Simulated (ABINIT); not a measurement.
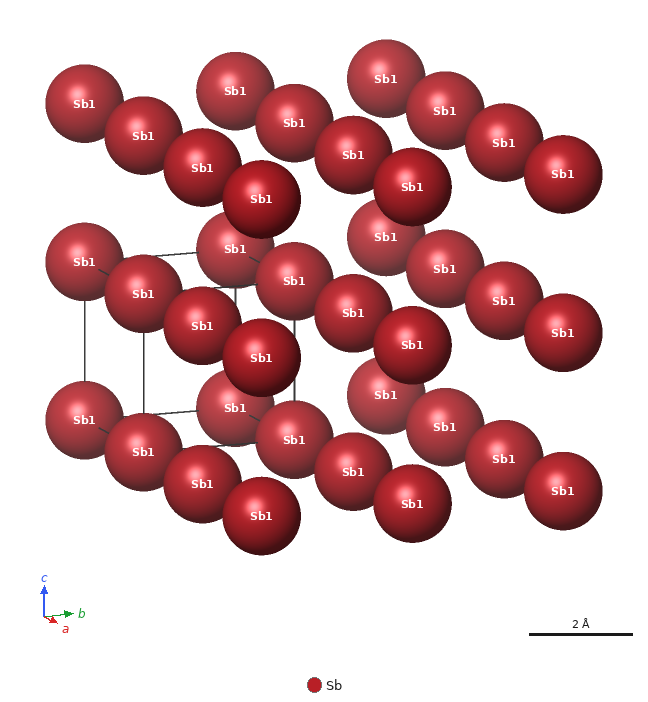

The structure as given in the input (spheres-only view of the cell of the calculation, repeated 3 × 2 × 2, seen slightly off an axis; atoms are numbered from 1 in the order of the input). An atom can appear more than once, as a periodic image.

# Geometry relaxation of Sb (part 1 of 2)

- system: Sb (Pm-3m, 1 atom in the cell)
- method: Kohn-Sham DFT of a periodic cell, PBEsol, PseudoDojo NC SR PBEsol v0.4.1 standard, no spin polarisation (ABINIT 10.8.3)

The structure derives from an entry of the Crystallography Open Database.

Input
```
# Pseudopotentials
pp_dirpath "./"
pseudos "Sb.upf"

# Structure
acell 3*1.0 Angstrom
rprim
     3.1600000000     0.0000000000     0.0000000000
     0.0000000000     3.1600000000     0.0000000000
     0.0000000000     0.0000000000     3.1600000000
ntypat 1
znucl 51
natom 1
typat 1
chkprim 0
chksymtnons 0
tolsym 1.0e-6
xred
            0.0            0.0            0.0

# Plane-wave basis
ecut 40.0
ecutsm 0.5

# k points
kptopt 1
ngkpt 6 6 6
nshiftk 1
shiftk 0.0 0.0 0.0

# Exchange and correlation
ixc -116133

# Bands and occupations
nband 12
occopt 3
tsmear 0.05 eV

# SCF cycle
nstep 80
tolvrs 1.0e-12

# Output
iomode 3
prteig 0
prtebands 0
prtwf 0
prtden 0

# Relaxation
ionmov 2
optcell 2
ntime 50
tolmxf 2.0e-5
dilatmx 1.08
```

Run as:
```bash
abinit run.abi > log 2>&1
```

The program's output
```
.Version 10.8.3 of ABINIT
 Symmetries : space group Pm -3 m (#221); Bravais cP (primitive cubic)
================================================================================
 Values of the parameters that define the memory need of the present run
     intxc =       0    ionmov =       2      iscf =       7    lmnmax =       6
     lnmax =       6     mgfft =      40  mpssoang =       3    mqgrid =    3001
     natom =       1  nloc_mem =       1    nspden =       1   nspinor =       1
    nsppol =       1      nsym =      48    n1xccc =    2501    ntypat =       1
    occopt =       3   xclevel =       2
       mpw =        3268          nfft =       64000          nkpt =          20
================================================================================
================================================================================

--------------------------------------------------------------------------------
------------- Echo of variables that govern the present computation ------------
--------------------------------------------------------------------------------
 -outvars: echo values of preprocessed input variables --------
            acell      1.8897261259E+00  1.8897261259E+00  1.8897261259E+00 Bohr
              amu      1.21753000E+02
          chkprim           0
      chksymtnons           0
          dilatmx      1.08000000E+00
             ecut      4.00000000E+01 Hartree
           ecutsm      5.00000000E-01 Hartree
           ionmov           2
              ixc     -116133
         kptrlatt        6    0    0      0    6    0      0    0    6
          kptrlen      3.58292073E+01
            natom           1
            nband          12
            ngfft          40      40      40
             nkpt          20
            nstep          80
             nsym          48
            ntime          50
           ntypat           1
           occopt           3
          optcell           2
           prtden           0
        prtebands           0
           prteig           0
            prtwf           0
            rprim      3.1600000000E+00  0.0000000000E+00  0.0000000000E+00
                       0.0000000000E+00  3.1600000000E+00  0.0000000000E+00
                       0.0000000000E+00  0.0000000000E+00  3.1600000000E+00
          spgroup         221
           tolmxf      2.00000000E-05
           tolsym      1.00000000E-06
           tolvrs      1.00000000E-12
           tsmear      1.83746611E-03 Hartree
            typat      1
            znucl       51.00000

================================================================================

 chkinp: Checking input parameters for consistency.

================================================================================
== DATASET  1 ==================================================================

--- !DatasetInfo
iteration_state: {dtset: 1, }
dimensions: {natom: 1, nkpt: 20, mband: 12, nsppol: 1, nspinor: 1, nspden: 1, mpw: 3268, }
cutoff_energies: {ecut:  40.0, pawecutdg:  -1.0, }
electrons: {nelect:   1.50000000E+01, charge:   0.00000000E+00, occopt:   3.00000000E+00, tsmear:   1.83746611E-03, }
meta: {optdriver: 0, ionmov: 2, optcell: 2, iscf: 7, paral_kgb: 0, }
...

 Real(R)+Recip(G) space primitive vectors, cartesian coordinates (Bohr,Bohr^-1):
 R(1)=  5.9715346  0.0000000  0.0000000  G(1)=  0.1674611  0.0000000  0.0000000
 R(2)=  0.0000000  5.9715346  0.0000000  G(2)=  0.0000000  0.1674611  0.0000000
 R(3)=  0.0000000  0.0000000  5.9715346  G(3)=  0.0000000  0.0000000  0.1674611
 Unit cell volume ucvol=  2.1294029E+02 bohr^3
 Angles (23,13,12)=  9.00000000E+01  9.00000000E+01  9.00000000E+01 degrees

 getcut: wavevector=  0.0000  0.0000  0.0000  ngfft=  40  40  40
         ecut(hartree)=     46.656   => boxcut(ratio)=   2.17849

--- Pseudopotential description ------------------------------------------------
- pspini: atom type   1  psp file is ./Sb.upf
  51.00000  15.00000  180301                  znucl, zion, pspdat
12 -116133 2 -1 1434                          pspcod,pspxc,lmax,lloc,mmax
     nproj     2     2     2

   3.95346149E+02                                ecore*ucvol(ha*bohr**3)
--------------------------------------------------------------------------------

================================================================================

=== [ionmov= 2] Broyden-Fletcher-Goldfarb-Shanno method (forces)
================================================================================

--- Iteration: ( 1/50) Internal Cycle: (1/1)
--------------------------------------------------------------------------------

---SELF-CONSISTENT-FIELD CONVERGENCE--------------------------------------------

--- !BeginCycle
iteration_state: {dtset: 1, itime: 1, icycle: 1, }
solver: {iscf: 7, nstep: 80, nline: 4, wfoptalg: 0, }
tolerances: {tolvrs: 1.00E-12, }
...

     iter   Etot(hartree)      deltaE(h)  residm     vres2
 ETOT  1  -90.654230523309    -9.065E+01 1.263E+00 4.312E-01
 ETOT  2  -90.781298501209    -1.271E-01 6.503E-03 2.632E+00
 ETOT  3  -90.781546898013    -2.484E-04 1.654E-03 1.083E+00
 ETOT  4  -90.781706899929    -1.600E-04 5.999E-04 4.325E-03
 ETOT  5  -90.781707704570    -8.046E-07 2.070E-04 5.125E-05
 ETOT  6  -90.781707705297    -7.269E-10 7.148E-05 1.015E-05
 ETOT  7  -90.781707706856    -1.560E-09 3.011E-05 2.676E-07
 ETOT  8  -90.781707706894    -3.764E-11 3.813E-05 7.271E-11
 ETOT  9  -90.781707706895    -1.108E-12 2.204E-05 1.442E-11
 ETOT 10  -90.781707706894     1.549E-12 3.560E-05 8.875E-16

 At SCF step   10       vres2   =  8.88E-16 < tolvrs=  1.00E-12 =>converged.

 Cartesian components of stress tensor (hartree/bohr^3)
  sigma(1 1)=  1.30705864E-04  sigma(3 2)=  0.00000000E+00
  sigma(2 2)=  1.30705864E-04  sigma(3 1)=  0.00000000E+00
  sigma(3 3)=  1.30705864E-04  sigma(2 1)=  0.00000000E+00

--- !ResultsGS
iteration_state: {dtset: 1, itime: 1, icycle: 1, }
comment   : Summary of ground state results
lattice_vectors:
- [  5.9715346,   0.0000000,   0.0000000, ]
- [  0.0000000,   5.9715346,   0.0000000, ]
- [  0.0000000,   0.0000000,   5.9715346, ]
lattice_lengths: [   5.97153,    5.97153,    5.97153, ]
lattice_angles: [ 90.000,  90.000,  90.000, ] # degrees, (23, 13, 12)
lattice_volume:   2.1294029E+02
convergence: {deltae:  1.549E-12, res2:  8.875E-16, residm:  3.560E-05, diffor: null, }
etotal    :  -9.07817077E+01
entropy   :   0.00000000E+00
fermie    :   2.29959043E-01
cartesian_stress_tensor: # hartree/bohr^3
- [  1.30705864E-04,   0.00000000E+00,   0.00000000E+00, ]
- [  0.00000000E+00,   1.30705864E-04,   0.00000000E+00, ]
- [  0.00000000E+00,   0.00000000E+00,   1.30705864E-04, ]
pressure_GPa:  -3.8455E+00
xred      :
- [  0.0000E+00,   0.0000E+00,   0.0000E+00, Sb]
cartesian_forces: # hartree/bohr
- [ -0.00000000E+00,  -0.00000000E+00,  -0.00000000E+00, ]
force_length_stats: {min:   0.00000000E+00, max:   0.00000000E+00, mean:   0.00000000E+00, }
...

 Integrated electronic density in atomic spheres:
 ------------------------------------------------
 Atom  Sphere_radius  Integrated_density
    1        2.00000         11.18141518

---OUTPUT-----------------------------------------------------------------------

 Cartesian coordinates (xcart) [bohr]
  0.00000000000000E+00  0.00000000000000E+00  0.00000000000000E+00
 Reduced coordinates (xred)
  0.00000000000000E+00  0.00000000000000E+00  0.00000000000000E+00
 Cartesian forces (fcart) [Ha/bohr]; max,rms= 0.00000E+00 0.00000E+00 (free atoms)
 -0.00000000000000E+00 -0.00000000000000E+00 -0.00000000000000E+00
 Gradient of E wrt nuclear positions in reduced coordinates (gred)
  0.00000000000000E+00  0.00000000000000E+00  0.00000000000000E+00
 Scale of Primitive Cell (acell) [bohr]
  1.88972612590778E+00  1.88972612590778E+00  1.88972612590778E+00
 Real space primitive translations (rprimd) [bohr]
  5.97153455786859E+00  0.00000000000000E+00  0.00000000000000E+00
  0.00000000000000E+00  5.97153455786859E+00  0.00000000000000E+00
  0.00000000000000E+00  0.00000000000000E+00  5.97153455786859E+00
 Unitary Cell Volume (ucvol) [Bohr^3]=  2.12940294249913E+02
 Angles (23,13,12)= [degrees]
  9.00000000000000E+01  9.00000000000000E+01  9.00000000000000E+01
 Lengths [Bohr]
  5.97153455786859E+00  5.97153455786859E+00  5.97153455786859E+00
 Stress tensor in cartesian coordinates (strten) [Ha/bohr^3]
  1.30705863637930E-04  0.00000000000000E+00  0.00000000000000E+00
  0.00000000000000E+00  1.30705863637916E-04  0.00000000000000E+00
  0.00000000000000E+00  0.00000000000000E+00  1.30705863637927E-04
 Total energy (etotal) [Ha]= -9.07817077068935E+01

--- Iteration: ( 2/50) Internal Cycle: (1/1)
--------------------------------------------------------------------------------

---SELF-CONSISTENT-FIELD CONVERGENCE--------------------------------------------

--- !BeginCycle
iteration_state: {dtset: 1, itime: 2, icycle: 1, }
solver: {iscf: 7, nstep: 80, nline: 4, wfoptalg: 0, }
tolerances: {tolvrs: 1.00E-12, }
...

     iter   Etot(hartree)      deltaE(h)  residm     vres2
 ETOT  1  -90.780827236245    -9.078E+01 6.871E+00 1.558E+01
 ETOT  2  -90.781965368622    -1.138E-03 1.720E-03 4.212E-01
 ETOT  3  -90.782007345735    -4.198E-05 1.133E-03 8.005E-02
 ETOT  4  -90.782012893234    -5.547E-06 9.808E-04 1.981E-03
 ETOT  5  -90.782013046642    -1.534E-07 1.911E-04 2.165E-05
 ETOT  6  -90.782013047215    -5.730E-10 5.146E-04 1.375E-07
 ETOT  7  -90.782013047224    -9.678E-12 9.056E-05 1.195E-09
 ETOT  8  -90.782013047225    -2.700E-13 2.375E-04 2.839E-12
 ETOT  9  -90.782013047224     8.669E-13 3.960E-05 7.971E-15

 At SCF step    9       vres2   =  7.97E-15 < tolvrs=  1.00E-12 =>converged.

 Cartesian components of stress tensor (hartree/bohr^3)
  sigma(1 1)=  1.14141958E-04  sigma(3 2)=  0.00000000E+00
  sigma(2 2)=  1.14141958E-04  sigma(3 1)=  0.00000000E+00
  sigma(3 3)=  1.14141958E-04  sigma(2 1)=  0.00000000E+00

--- !ResultsGS
iteration_state: {dtset: 1, itime: 2, icycle: 1, }
comment   : Summary of ground state results
lattice_vectors:
- [  5.9481191,   0.0000000,   0.0000000, ]
- [  0.0000000,   5.9481191,   0.0000000, ]
- [  0.0000000,   0.0000000,   5.9481191, ]
lattice_lengths: [   5.94812,    5.94812,    5.94812, ]
lattice_angles: [ 90.000,  90.000,  90.000, ] # degrees, (23, 13, 12)
lattice_volume:   2.1044517E+02
convergence: {deltae:  8.669E-13, res2:  7.971E-15, residm:  3.960E-05, diffor: null, }
etotal    :  -9.07820130E+01
entropy   :   0.00000000E+00
fermie    :   2.35184114E-01
cartesian_stress_tensor: # hartree/bohr^3
- [  1.14141958E-04,   0.00000000E+00,   0.00000000E+00, ]
- [  0.00000000E+00,   1.14141958E-04,   0.00000000E+00, ]
- [  0.00000000E+00,   0.00000000E+00,   1.14141958E-04, ]
pressure_GPa:  -3.3582E+00
xred      :
- [  0.0000E+00,   0.0000E+00,   0.0000E+00, Sb]
cartesian_forces: # hartree/bohr
- [ -0.00000000E+00,  -0.00000000E+00,  -0.00000000E+00, ]
force_length_stats: {min:   0.00000000E+00, max:   0.00000000E+00, mean:   0.00000000E+00, }
...

 Integrated electronic density in atomic spheres:
 ------------------------------------------------
 Atom  Sphere_radius  Integrated_density
    1        2.00000         11.17314337

---OUTPUT-----------------------------------------------------------------------

 Cartesian coordinates (xcart) [bohr]
  0.00000000000000E+00  0.00000000000000E+00  0.00000000000000E+00
 Reduced coordinates (xred)
  0.00000000000000E+00  0.00000000000000E+00  0.00000000000000E+00
 Cartesian forces (fcart) [Ha/bohr]; max,rms= 0.00000E+00 0.00000E+00 (free atoms)
 -0.00000000000000E+00 -0.00000000000000E+00 -0.00000000000000E+00
 Gradient of E wrt nuclear positions in reduced coordinates (gred)
  0.00000000000000E+00  0.00000000000000E+00  0.00000000000000E+00
 Scale of Primitive Cell (acell) [bohr]
  5.94811912041970E+00  5.94811912041970E+00  5.94811912041970E+00
 Real space primitive translations (rprimd) [bohr]
  5.94811912041970E+00  0.00000000000000E+00  0.00000000000000E+00
  0.00000000000000E+00  5.94811912041970E+00  0.00000000000000E+00
  0.00000000000000E+00  0.00000000000000E+00  5.94811912041970E+00
 Unitary Cell Volume (ucvol) [Bohr^3]=  2.10445174623409E+02
 Angles (23,13,12)= [degrees]
  9.00000000000000E+01  9.00000000000000E+01  9.00000000000000E+01
 Lengths [Bohr]
  5.94811912041970E+00  5.94811912041970E+00  5.94811912041970E+00
 Stress tensor in cartesian coordinates (strten) [Ha/bohr^3]
  1.14141958132445E-04  0.00000000000000E+00  0.00000000000000E+00
  0.00000000000000E+00  1.14141958132445E-04  0.00000000000000E+00
  0.00000000000000E+00  0.00000000000000E+00  1.14141958132443E-04
 Total energy (etotal) [Ha]= -9.07820130472238E+01

 Difference of energy with previous step (new-old):
           Absolute (Ha)=-3.05340E-04
           Relative     =-3.36345E-06

--- Iteration: ( 3/50) Internal Cycle: (1/1)
--------------------------------------------------------------------------------

---SELF-CONSISTENT-FIELD CONVERGENCE--------------------------------------------

--- !BeginCycle
iteration_state: {dtset: 1, itime: 3, icycle: 1, }
solver: {iscf: 7, nstep: 80, nline: 4, wfoptalg: 0, }
tolerances: {tolvrs: 1.00E-12, }
...
```
